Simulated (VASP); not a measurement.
Crystal: AlN, an entry of the Crystallography Open Database, as set up for an electronic-structure calculation.

```cif
data_structure
_symmetry_space_group_name_H-M 'P6_3mc'
_symmetry_Int_Tables_number 186
_cell_length_a 3.1130
_cell_length_b 3.1130
_cell_length_c 4.9810
_cell_angle_alpha 90.000
_cell_angle_beta 90.000
_cell_angle_gamma 120.000
_cell_volume 41.80
loop_
_atom_site_label
_atom_site_type_symbol
_atom_site_symmetry_multiplicity
_atom_site_Wyckoff_symbol
_atom_site_fract_x
_atom_site_fract_y
_atom_site_fract_z
_atom_site_occupancy
Al1 Al 2 b 0.66667 0.33333 0.50000 1
N1 N 2 b 0.66667 0.33333 0.88000 1
```

### What does its first Brillouin zone look like, and which path through it is standard?

It has a primitive hexagonal lattice (hP; extended symbol hP2). The zone is a hexagonal prism in its combinatorial type: 8 faces (6 with 4 edges, 2 with 6 edges), 18 edges, 12 vertices. Path: Γ–M–K–Γ–A–L–H–A | L–M | H–K.

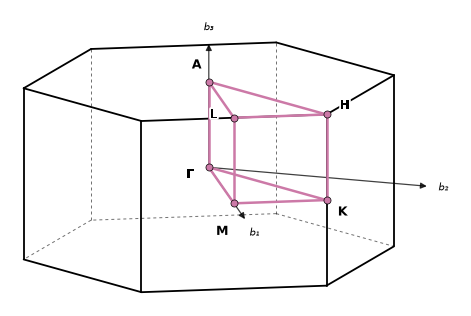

Labels and path follow the convention of Hinuma et al. (2017), as computed by seekpath; the arrows show the directions of the reciprocal primitive vectors b₁, b₂, b₃, in which coordinates are given; lengths include the factor 2π.

```csv
point,k₁,k₂,k₃,length of k (1/Å)
Γ,0,0,0,0.000
A,0,0,1/2,0.631
K,1/3,1/3,0,1.346
H,1/3,1/3,1/2,1.486
M,1/2,0,0,1.165
L,1/2,0,1/2,1.325
```
